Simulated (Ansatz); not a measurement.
# Cu3Ni2: what the fields show

```
Cu Ni
1.0
     2.53188    0.00000    0.00000
     0.00000    2.53188    0.00000
     0.00000    0.00000   17.92170
Cu Ni
6 4
Direct
  0.00000 0.00000 0.39722
  0.50000 0.50000 0.89722
  0.00000 0.00000 0.00000
  0.50000 0.50000 0.50000
  0.50000 0.50000 0.10278
  0.00000 0.00000 0.60278
  0.50000 0.50000 0.29700
  0.00000 0.00000 0.79700
  0.00000 0.00000 0.20300
  0.50000 0.50000 0.70300
```

Space group I4/mmm; a structure generated by program, which may or may not match a known phase; spin-polarised.

Method: DFT PBE, scalar-relativistic, plane waves, PAW in Ansatz.

In a PAW calculation such maps are meaningful between the atoms, not at the nuclei.

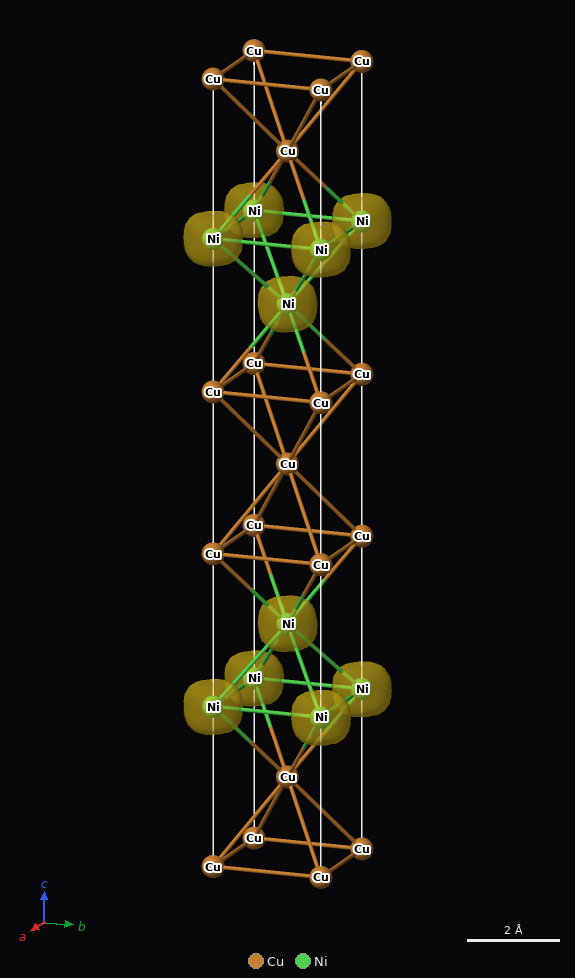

Figure 1. Isosurfaces of the spin density (up minus down) at +0.08 (yellow) and −0.08 e/Å³ (cyan), seen slightly off an axis. Sticks mark near contacts.

Describe the spin distribution.

The spin density sits on Ni: +0.5 μB (×4) in one cell of 10 atoms: parallel moments (a ferromagnetic arrangement) in this solution. The cell of the calculation (5 atoms) carries 0.8 μB of net spin moment. Only one sign reaches the isovalue.

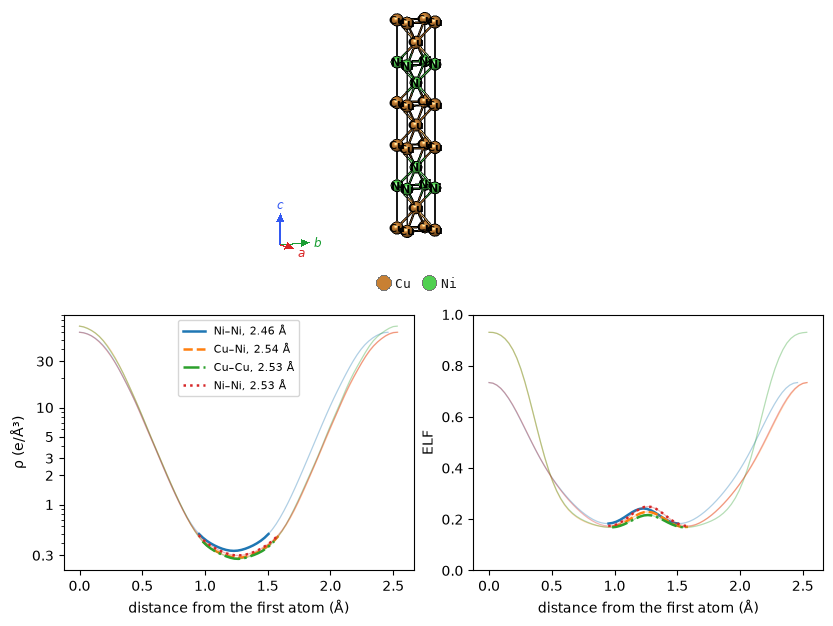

Figure 2. Valence pseudo-density and electron localisation function along straight lines between neighbouring atoms. Thin, pale parts lie inside the atomic spheres. The structure is drawn too.

Compare the contacts.

Ni–Ni (2.46 Å): ρ is about 0.33 e/Å³ halfway; the ELF is about 0.25 at the midpoint (no localised pair shows between them).
Cu–Ni (2.54 Å): the density is about 0.28 e/Å³ at the midpoint; the ELF is about 0.25 at the midpoint: no localised pair shows between them.
Cu–Cu (2.53 Å): ρ is about 0.28 e/Å³ halfway; the ELF is about 0.20 at the midpoint: no shared electron pair shows on this line.
Ni–Ni (2.53 Å): the density is about 0.3 e/Å³ at the midpoint; the ELF is about 0.25 at the midpoint; no localised pair shows between them.

Metal or insulator at this level of theory?

It is metallic or semimetallic at this level of theory: no gap opens.
